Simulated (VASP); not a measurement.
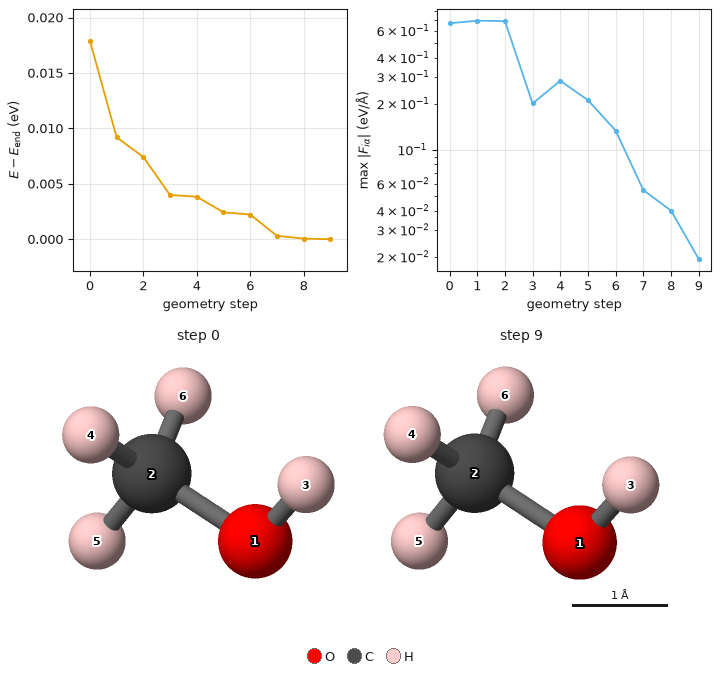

First and last geometry of a relaxation of a crystal of CH₄O (a generated structure, set up in P1), with the history of the run. Style: ball-and-stick. Shown: the molecule without its box, at a tilt.

The run lets the atoms move in a fixed cell. 1 atoms are held fixed.

Theory: Kohn-Sham DFT of a periodic cell, PBE with D3(BJ), VASP PAW PBE potentials, recommended in VASP.

The input:
```
PREC = Accurate ; ENCUT = 400
EDIFF = 1E-6 ; ISMEAR = 0
SIGMA = 0.01 ; LREAL = F
LASPH = T ; NELM = 60
ALGO = Normal ; ISIF = 2
LWAVE = F ; LCHARG = F
GGA = PE ; IVDW = 12
IBRION = 2 ; NSW = 120
EDIFFG = -0.03 ; ISYM = 0
```

Run as
```bash
cat potpaw_PBE.64/O/POTCAR potpaw_PBE.64/C/POTCAR potpaw_PBE.64/H/POTCAR > POTCAR
mpirun -np 1 vasp_gam > vasp.out
```

> What do the curves and the structures tell?

It converged. The largest moves, 0.021 Å, are those of O1 and H3. By element the largest moves are O 0.021 Å, H 0.021 Å, C 0.004 Å. Among the contacts that change: O1–C2 1.406 → 1.430 Å, O1–H3 0.963 → 0.972 Å, C2–H4 1.095 → 1.104 Å, C2–H5 1.088 → 1.097 Å. The energy falls by 0.018 eV in 9 geometry steps. The largest force component goes from 0.67 to 0.019 eV/Å.

```
step  E − E(0), eV  largest force component, eV/Å
   0        0.0000                         0.6694
   1       -0.0087                         0.6964
   2       -0.0105                         0.6919
   3       -0.0139                         0.2004
   4       -0.0141                         0.2818
   5       -0.0155                         0.2105
   6       -0.0157                         0.1331
   7       -0.0176                         0.0544
   8       -0.0179                         0.0399
   9       -0.0179                         0.0193
```
